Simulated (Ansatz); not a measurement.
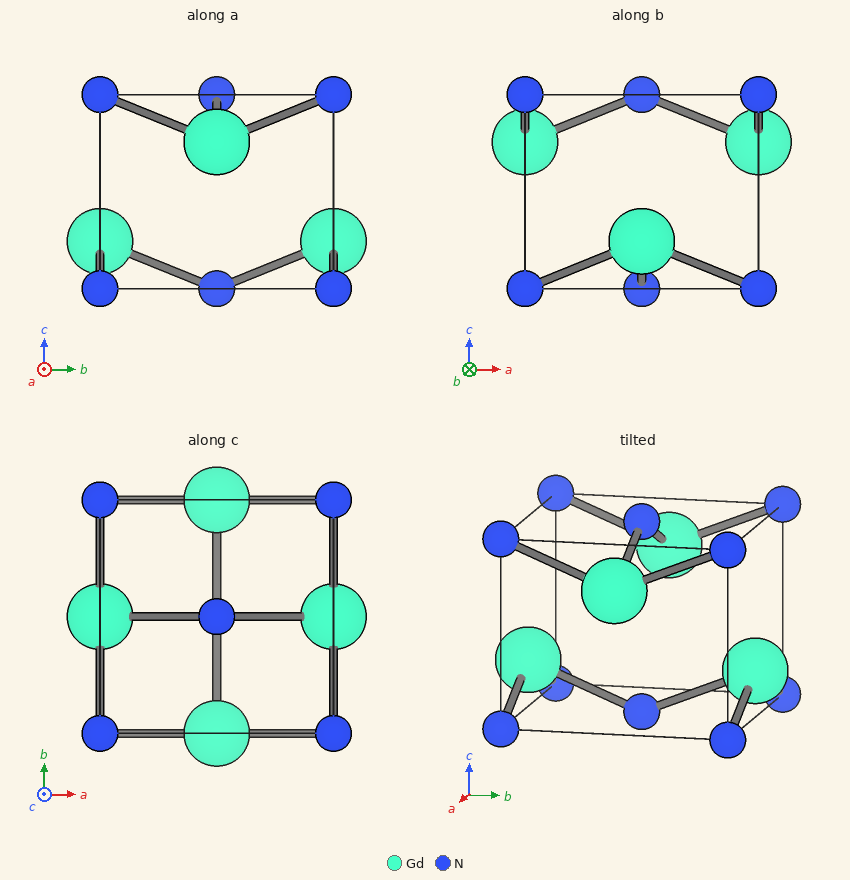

The image is a ball-and-stick drawing of a crystal, viewed along the a axis, along the b axis, along the c axis and slightly off an axis. The conventional unit cell is drawn as a box.

Lattice parameters: a = 4.3248 Å, b = 4.3248 Å, c = 3.5938 Å, α = 90.000°, β = 90.000°, γ = 90.000°.

### Record the structure as a CIF with its space group and independent sites, with free fractional coordinates to two decimals.

```cif
data_structure
_symmetry_space_group_name_H-M 'P 4/n m m :1'
_symmetry_Int_Tables_number 129
_cell_length_a 4.3248
_cell_length_b 4.3248
_cell_length_c 3.5938
_cell_angle_alpha 90.000
_cell_angle_beta 90.000
_cell_angle_gamma 90.000
_cell_volume 67.22
loop_
_atom_site_label
_atom_site_type_symbol
_atom_site_symmetry_multiplicity
_atom_site_Wyckoff_symbol
_atom_site_fract_x
_atom_site_fract_y
_atom_site_fract_z
_atom_site_occupancy
Gd1 Gd 2 c 0.50 0.00 0.24 1
N1 N 2 a 0.00 0.00 0.00 1
```

The cell started as a structure type filled with these elements by a generator (whether the compound takes this form wasn't checked). Earlier steps of the study, as a rule a relaxation of our own, may have changed the cell and positions, so they can lie some per cent off the listed ones. It was the input of a calculation with Ansatz.
